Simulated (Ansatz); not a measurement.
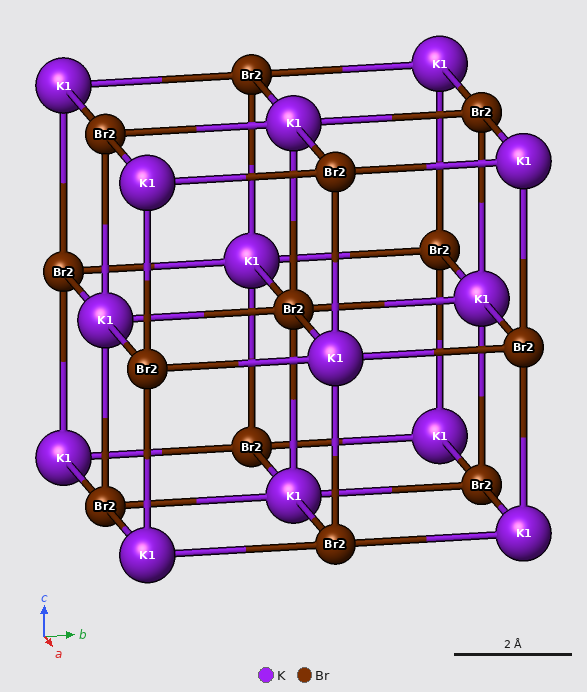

Reference structure: a crystal of KBr (set up in Fm-3m). Style: ball-and-stick. Shown: the conventional cell (4 times the calculation's cell), slightly off an axis. Lengths and directions refer to the drawn axes.

Theory: DFT r2SCAN, scalar-relativistic, plane waves, PAW (Ansatz 0.2.0). Settings: plane-wave cutoff 500 eV; k-point mesh 6 × 6 × 6; occupations gaussian; smearing width 0.02 eV; no spin polarisation.

The variant: All lengths are scaled by −2.0 % (volume −6.0 %), the atoms keeping their fractional coordinates. No relaxation follows.

The input:
```yaml
crystal:
  lattice:
    - [0.0, 3.2348143508, 3.2348143508]
    - [3.2348143508, 0.0, 3.2348143508]
    - [3.2348143508, 3.2348143508, 0.0]
  atoms:
    - { symbol: K, position: [0.0, 0.0, 0.0] }
    - { symbol: Br, position: [0.5, 0.5, 0.5] }
basis:
  ecutwfc: 500
kpoints:
  mp_grid: { grid: [6, 6, 6] }
hamiltonian:
  xc: r2scan
scf:
  occupations: { method: gaussian, width: 0.02 }
output:
  forces: true
  stress: true
  eigenvalues: true
```

Launched with:
```bash
ansatz run input.yaml --threads 1 --pin off --max-ram 2560MiB --backend cpu --events-out ev --progress --plain --runs-dir out
```

What is the effect?

It costs 7.8 meV per atom. The pressure goes from 0.0 to 1.2 GPa. All forces vanish by symmetry. Among the bonded contacts that change: Br–K 3.302 → 3.235 Å. The space group stays Fm-3m (No. 225).

Drawn alike, the variant:

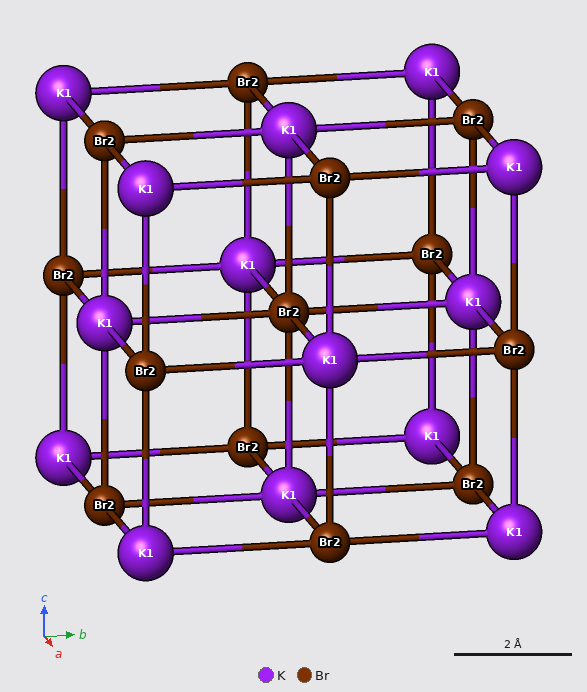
